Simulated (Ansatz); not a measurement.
A series of calculations on Al32N31

## 1. Relaxation

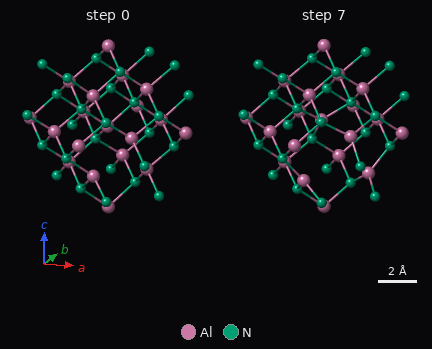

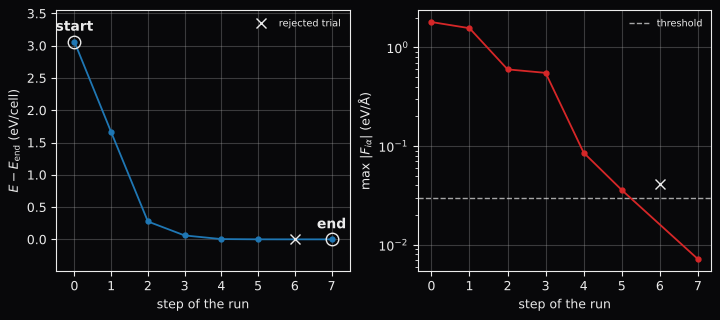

First and last geometry of a relaxation of a defect cell of composition Al32N31 (cell charge +3), with the history of the run. Style: ball-and-stick. Shown: the atoms within 5.0 Å of the atom that moves most (axes of the cell of the calculation (origin shifted)), slightly off an axis.

All numbers below come from DFT, PBEsol, PAW, plane waves in Ansatz. Settings: plane-wave cutoff 420 eV; k-point mesh 1 × 1 × 1; mesh shifted by (0.25, 0.25, 0.25); no spin polarisation; atoms relaxed in a fixed cell; force threshold 0.03 eV/Å; at most 80 steps.

Did the run converge, and what did it change?

Answer. It converged. The energy falls by 3.061 eV per cell of the calculation in 6 accepted moves (7 points after the start). Largest force component: 1.8 eV/Å at the start, 0.0072 eV/Å at the end. The line search rejected the trial step at point 6 of the run. The largest moves, 0.42 Å, are those of Al atoms. Largest moves by element: Al 0.42 Å, N 0.06 Å. The cell doesn't change. Among the contacts that change: Al–N 1.940 → 1.817 Å, Al–N 1.913 → 1.816 Å, Al–N 1.894 → 1.820 Å, Al–N 1.958 → 1.888 Å. Among the angles between lasting bonds that change: Al–N–Al 110.7° → 97.3°, Al–N–Al 110.3° → 97.4°, N–Al–N 107.4° → 118.3°.

```json
{"step": "0", "E − E(0), meV/atom": "0.00", "largest force component, eV/Å": "1.8040", "note": ""}
{"step": "1", "E − E(0), meV/atom": "-22.20", "largest force component, eV/Å": "1.5630", "note": ""}
{"step": "2", "E − E(0), meV/atom": "-44.20", "largest force component, eV/Å": "0.5984", "note": ""}
{"step": "3", "E − E(0), meV/atom": "-47.63", "largest force component, eV/Å": "0.5516", "note": ""}
{"step": "4", "E − E(0), meV/atom": "-48.52", "largest force component, eV/Å": "0.0857", "note": ""}
{"step": "5", "E − E(0), meV/atom": "-48.58", "largest force component, eV/Å": "0.0359", "note": ""}
{"step": "6", "E − E(0), meV/atom": "-48.57", "largest force component, eV/Å": "0.0411", "note": "rejected"}
{"step": "7", "E − E(0), meV/atom": "-48.59", "largest force component, eV/Å": "0.0072", "note": ""}
```

Limits of the set-up: the cell is charged, on a uniform background, and energies carry no finite-size correction.

## 2. Relaxation

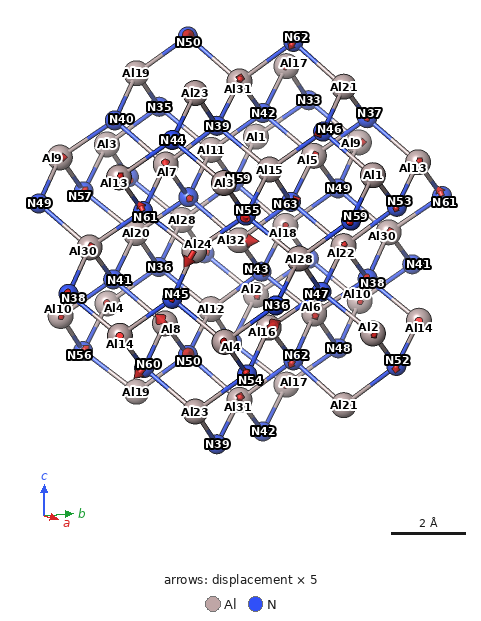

This is a relaxation of a defect cell of composition Al₃₂N₃₁. The starting structure is drawn; red arrows show the displacements, 5 times their true length.

The picture is a ball-and-stick view of the atoms within 5.8 Å of the atom that moves most (axes of the cell of the calculation), seen slightly off an axis.

Method: DFT, PBEsol, PAW, plane waves in Ansatz 0.2.0. Settings: plane-wave cutoff 420 eV; k-point mesh 1 × 1 × 1; mesh shifted by (0.25, 0.25, 0.25); collinear spin; atoms relaxed in a fixed cell; force threshold 0.03 eV/Å; at most 80 steps.

> Which element moves most?

Aluminium: up to 0.12 Å, against 0.08 Å for nitrogen.

> What happened in the run?

Over 9 geometry steps the energy falls by 0.947 eV per cell of the calculation. Largest force component: 1.3 eV/Å at the start, 0.021 eV/Å at the end. An Al atom moves most: 0.12 Å along [2 3 0]. Largest moves by element: Al 0.12 Å, N 0.08 Å. The lattice vectors keep their values. Some distances before and after: Al–N 1.979 → 1.897 Å, Al–N 1.817 → 1.890 Å, Al–N 1.955 → 1.888 Å, Al–N 1.841 → 1.904 Å. Bond angles that change, for instance: Al–N–Al 111.9° → 105.8°, N–Al–N 107.4° → 112.6°, N–Al–N 112.1° → 106.9°.

## 3. Defect

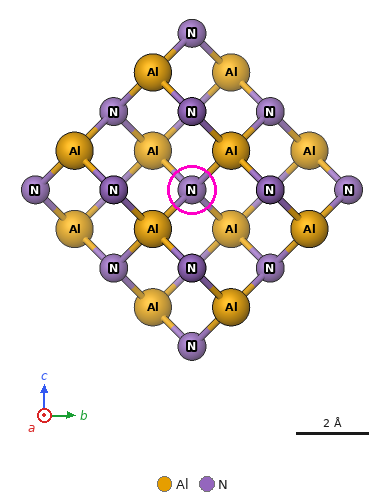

Perfect AlN. A ball-and-stick model of the atoms within 4.6 Å of one point, in a slice 5.0 Å thick across the line of sight, seen along the a axis.

The calculation used DFT, PBEsol, PAW, plane waves in Ansatz 0.2.0. Set-up: plane-wave cutoff 420 eV; k-point mesh 1 × 1 × 1; mesh shifted by (0.25, 0.25, 0.25); no spin polarisation. Fermi-Dirac smearing of 0.01 eV. A uniform background neutralises the charged cell. The axes drawn are those of the host's conventional cell.

A nitrogen atom is taken out (a vacancy) at the ringed place, in charge state +3. The supercell has 64 sites, and the atoms are relaxed at the host's cell.

Question: How do the neighbours respond?

Answer: Around the empty N site the host had 4 Al at 1.90 Å; after relaxation the nearest atoms are 4 Al at 2.28 to 2.30 Å. Of the host's atoms, an aluminium atom moves furthest from its site, by 0.40 Å.

The relaxed defect, seen from the same direction:

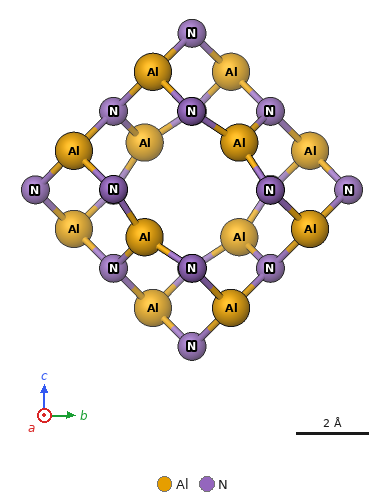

Limits of the set-up: the cell is charged, on a uniform background, and energies carry no finite-size correction.

## 4. Defect

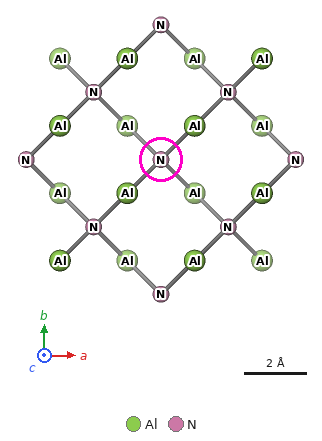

Perfect AlN. Style: ball-and-stick. Shown: the atoms within 5.4 Å of one point, in a slice 4.2 Å thick across the line of sight, along the c axis.

Method: DFT, PBEsol, PAW, plane waves (Ansatz). Set-up: plane-wave cutoff 420 eV; k-point mesh 1 × 1 × 1; mesh shifted by (0.25, 0.25, 0.25); collinear spin. Fermi-Dirac smearing of 0.01 eV. The axes drawn are those of the host's conventional cell.

A nitrogen atom is taken out (a vacancy) at the ringed place, in charge state 0. The supercell has 64 sites, and the atoms are relaxed at the host's cell.

Q: Predict the relaxed surroundings of the defect.

A: Around the empty N site the host had 4 Al at 1.90 Å; after relaxation the nearest atoms are 4 Al at 1.86 to 1.90 Å. Of the host's atoms, an aluminium atom moves furthest from its site, by 0.10 Å. The cell's net moment is 1.00 μB.

The relaxed defect, seen from the same direction:

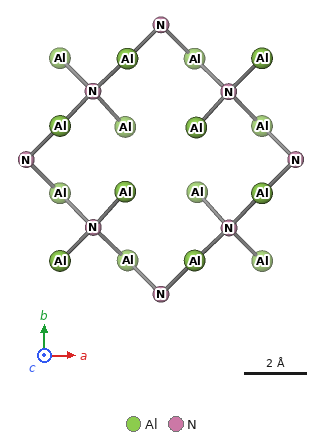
